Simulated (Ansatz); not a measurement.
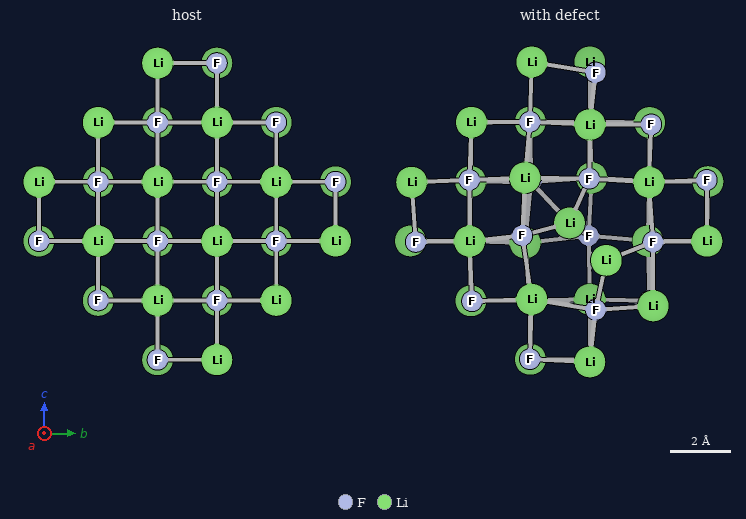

Left: perfect LiF. Right: the same region with one point defect, after relaxing the atoms in a supercell of 64 sites. The picture is a ball-and-stick view of the atoms within 5.4 Å of one point, in a slice 5.0 Å thick across the line of sight, seen along the a axis.

Theory: DFT, PBEsol, PAW, plane waves in Ansatz. Settings: plane-wave cutoff 420 eV; k-point mesh 1 × 1 × 1; mesh shifted by (0.25, 0.25, 0.25); collinear spin. Fermi-Dirac smearing of 0.01 eV. The axes drawn are those of the host's conventional cell.

### What kind of defect was made?

An extra lithium atom is put between the host's atoms (an interstitial).

The charge state of the cell is 0.

### What does the relaxation do around it?

The Li atom starts with 4 Li at 1.73 to 1.74 Å, 4 F at 1.73 to 1.74 Å around its place and ends with 3 F at 1.76 to 1.77 Å. Of the host's atoms, a lithium atom moves furthest from its site, by 1.02 Å. The Li atom itself moves 0.58 Å from where it was put. The cell's net moment is 1.00 μB.

Limits of the set-up: the periodic images lie only 8.0 Å apart, so the values are limited by the cell's size.
